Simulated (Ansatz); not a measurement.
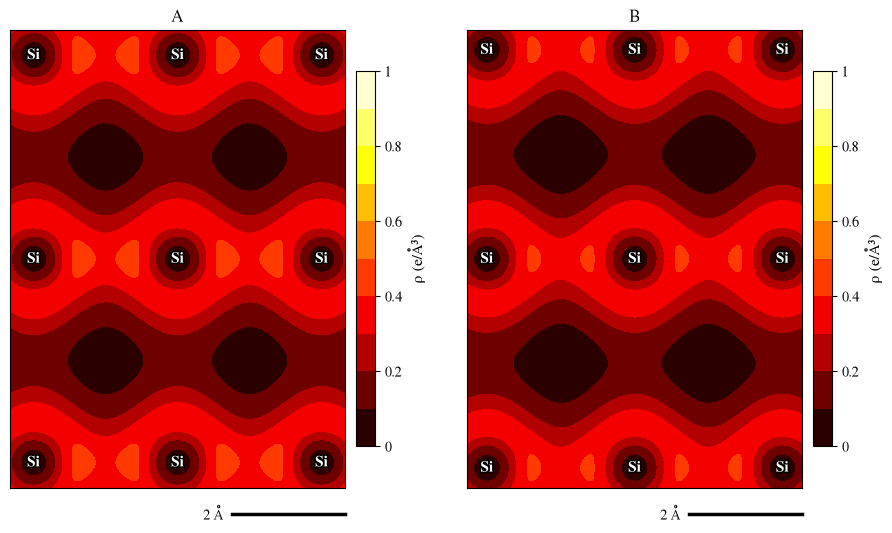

Si. The valence electron density of two cells that differ in size, on the (101) plane of each (indices in the axes of the calculation cell), at one length scale and on one colour scale: B has 17.7 Å³ an atom and A 16.4.

These are results of DFT, revPBE, plane waves (420 eV) with PAW, scalar-relativistic in Ansatz, not measurements.

Core electrons are frozen (PAW), and the valence fields are smoothed inside the atomic spheres.

The larger cell:

```
Si
1.0
     2.60477    0.00000    0.00000
     0.00000    2.60477    0.00000
     0.00000    0.00000    2.60477
Si
1
Cartesian
  0.0000 0.0000 0.0000
```

The smaller cell: a = 2.539 Å, b = 2.539 Å, c = 2.539 Å, α = 90.00°, β = 90.00°, γ = 90.00°.

### What changes from the larger cell to the smaller?

From the larger cell to the smaller, Si–Si goes from 2.60 to 2.54 Å, and the density at its midpoint from 0.35 to 0.39 e/Å³; the pressure goes from −6 to 0.4 GPa.
